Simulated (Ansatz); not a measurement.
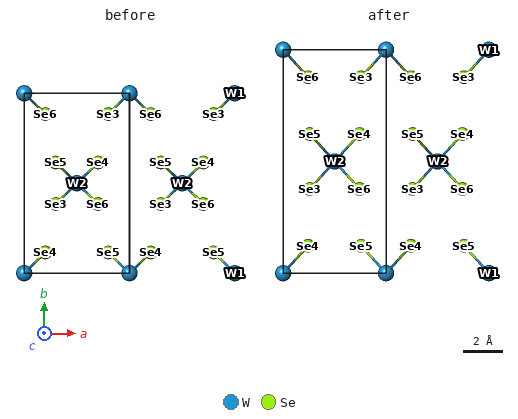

The structure of a crystal of WSe₂ (built on the SiS2-72 type type) before (left) and after (right) a relaxation, at one scale.

The picture is a ball-and-stick view of the conventional cell (2 times the calculation's cell), repeated 2 × 1 × 1 with one cell outlined, seen along the c axis. Lengths and directions refer to the drawn axes.

Method: DFT, PBEsol, plane waves, PAW (Ansatz 0.2.0). (plane-wave cutoff 420 eV; k-point mesh 6 × 6 × 6; occupations fermi dirac; smearing width 0.03 eV; no spin polarisation; cell and atoms relaxed; force threshold 0.01 eV/Å; at most 120 steps)

Question: What changed between the two?

Answer: After 17 accepted moves (19 points after the start) the energy has fallen by 16.919 eV per cell of the calculation. Largest force component: 15 eV/Å at the start, 0.0067 eV/Å at the end. The pressure goes from 94.61 to 0.00 GPa. The SCF was repeated twice at an unchanged geometry on a basis and grid sized afresh for the cell, which shifted the energy by 16.9 meV per cell of the calculation at most. The largest moves relative to the cell, 0.23 Å, are those of Se3, Se4, Se5 and Se6. Se3 goes roughly along [−3 −1 0]. W stays in place. Cell: a 5.418 → 5.294 Å (−2.3 %), b 9.256 → 11.498 Å (+24.2 %), c 5.229 → 5.782 Å (+10.6 %). Volume +34.2 %. Near-neighbour distances that change, for instance: Se3–Se4 3.052 → 3.812 Å, W1–Se3 2.010 → 2.392 Å, W1–W2 2.615 → 2.891 Å. Among the angles between lasting bonds that change: Se3–W1–Se6 115.9° → 107.6°, W1–Se3–W2 81.2° → 74.4°, Se3–W1–Se4 98.8° → 105.6°. The space group stays Ibam (No. 72).
